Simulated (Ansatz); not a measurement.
Consider MnS.

Input file:

```
crystal:
  lattice:
    - [3.9760012967, 0.0, 0.0]
    - [-1.9880006483, 3.4433181284, 0.0]
    - [0.0, 0.0, 6.432]
  atoms:
    - { symbol: Mn, position: [0.3333333333, 0.6666666667, 0.0], spin: 4.59 }
    - { symbol: Mn, position: [0.6666666667, 0.3333333333, 0.5], spin: 4.59 }
    - { symbol: S, position: [0.3333333333, 0.6666666667, 0.385], spin: 0.15 }
    - { symbol: S, position: [0.6666666667, 0.3333333333, 0.885], spin: 0.15 }
basis:
  ecutwfc: 420
kpoints:
  mp_grid: { grid: [12, 12, 8] }
hamiltonian:
  xc: pbe
scf:
  occupations: { method: gaussian, width: 0.1 }
output:
  forces: true
  stress: true
  eigenvalues: true
  populations: true
  write_density: true
  write_potential: true
  elf: true
  volumetric_format: npy
magnetization:
  spin_polarized: true
relax:
  adjacent_minimum: "off"
  f_tol: 0.01
  max_steps: 80
  cell: { stress_tol: 0.05 }
```

Command:

```sh
ansatz run input.yaml --threads 1 --pin off --max-ram 2560MiB --backend cpu --events-out ev --progress --plain --runs-dir out
```

Below, planes, directions and counts refer to the conventional cell (a = 4.01 Å, b = 4.01 Å, c = 6.46 Å, α = 90.00°, β = 90.00°, γ = 120.00°).

The fields are those of the run's last geometry, not of the input's.

Space group P6₃mc; started from the database_186 prototype, which need not be the ambient phase; the SCF solution may not be the lowest one; the program warned that another magnetic order may lie lower; spin-polarised.

Level of theory: DFT PBE, scalar-relativistic, plane waves, PAW (Ansatz).

> What will maps of the valence pseudo-density, electron localisation function and spin density show?

Mn–S (2.45 Å): ρ is about 0.43 e/Å³ halfway; the ELF peaks at about 0.90 in the valence shell of S, 0.9 Å from its nucleus, and is about 0.50 at the midpoint.
The spin density sits on Mn: +4.2 μB (×2) in one cell of 4 atoms, with smaller moments on S (up to +0.13 μB): parallel main moments (a ferromagnetic arrangement) in this solution. The cell of the calculation (4 atoms) carries 10.0 μB of net spin moment.

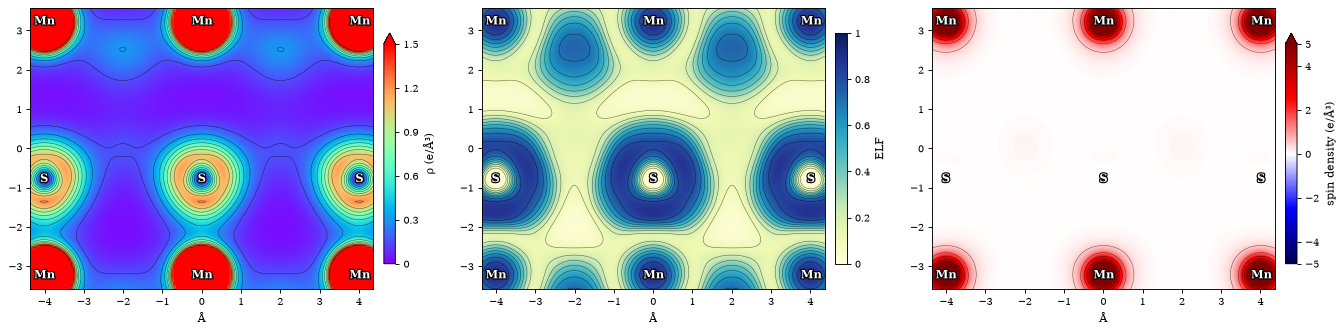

Computed valence pseudo-density, electron localisation function and spin density on the (010) plane of the conventional cell, in this order. 
